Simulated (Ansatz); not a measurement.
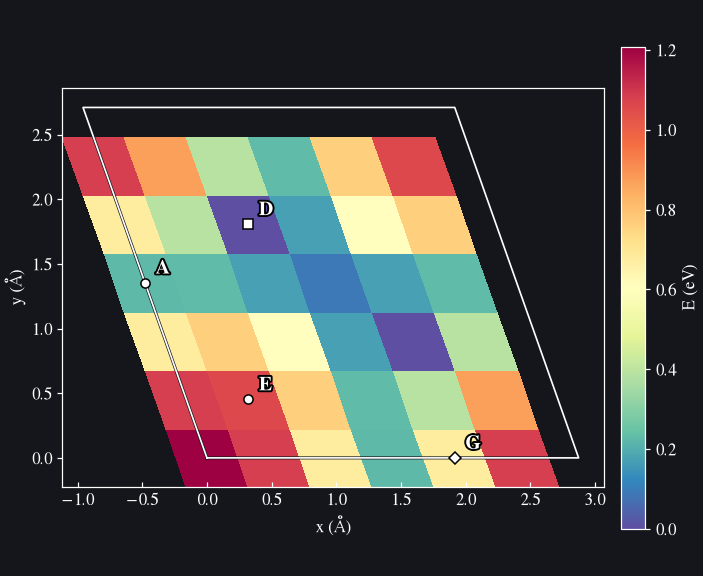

H on a Ta(110) slab cut from the Im-3m phase, its upper half relaxed before the scan (12 atoms of substrate and one adsorbate in a 2 × 2 cell). 
- H is moved over the surface cell; relaxed at each place: the height of the adsorbate's atoms; substrate rigid; the origin of the map has the adsorbate above Ta9.
- Places are given modulo a cell vector. The map is drawn in real space over the plane of the surface.
- The grid has 6 × 6 points; 13 points were computed and 23 follow by symmetry.
- Places are given in fractions of the 1 × 1 surface cell.
- Energies: eV, counted from the lowest grid point.
- All numbers below come from DFT PBE, scalar-relativistic, plane waves, PAW (Ansatz). Settings: cutoff 420 eV, k-mesh 5×5×1, gaussian smearing 0.1 eV, no spin polarisation.

The picture shows one coloured cell a grid point, the outline of one cell of the plane, lettered points.

Question: Rank the lettered points by energy, lowest first.

Answer: D (0.00 eV), A (0.22 eV), G (0.68 eV), E (1.06 eV).

PAW datasets: the set soft_1.
